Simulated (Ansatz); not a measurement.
Read the following structure.

```cif
data_structure
_symmetry_space_group_name_H-M 'P 1'
_symmetry_Int_Tables_number 1
_cell_length_a 6.6875
_cell_length_b 6.6875
_cell_length_c 2.5592
_cell_angle_alpha 90.000
_cell_angle_beta 90.000
_cell_angle_gamma 90.000
_cell_volume 114.46
loop_
_atom_site_label
_atom_site_type_symbol
_atom_site_fract_x
_atom_site_fract_y
_atom_site_fract_z
_atom_site_occupancy
Si1 Si 0.35571 0.35571 0.00000 1
Si2 Si 0.64429 0.64429 0.00000 1
Si3 Si 0.85571 0.14429 0.50000 1
Si4 Si 0.14429 0.85571 0.50000 1
N1 N 0.00000 0.00000 0.00000 1
N2 N 0.50000 0.50000 0.50000 1
```

### What does this file describe?

Formula: Si2N. Its lattice is primitive tetragonal, its space group P4_2/mnm (No. 136). Cell content 4 Si, 2 N; Z = 2. By contacts within bonding range, the coordination numbers are Si 4 and N 4.

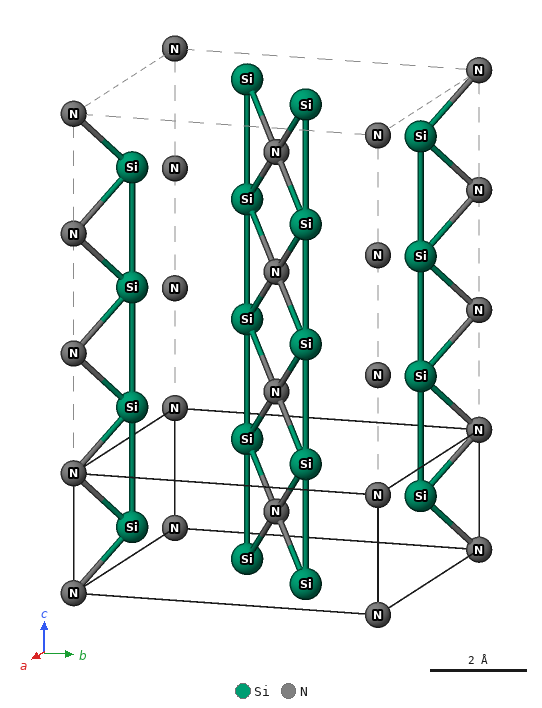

Shown here is a ball-and-stick view of the crystal, taken slightly off an axis. Solid lines give the conventional unit cell, repeated here 1×1×4 times.

Starting structure: a structure listed in the Materials Project, with elements exchanged, so it need not be a known form of the compound. The geometry was optimised with DFT PBE, scalar-relativistic, plane waves, PAW (Ansatz 0.2.0).
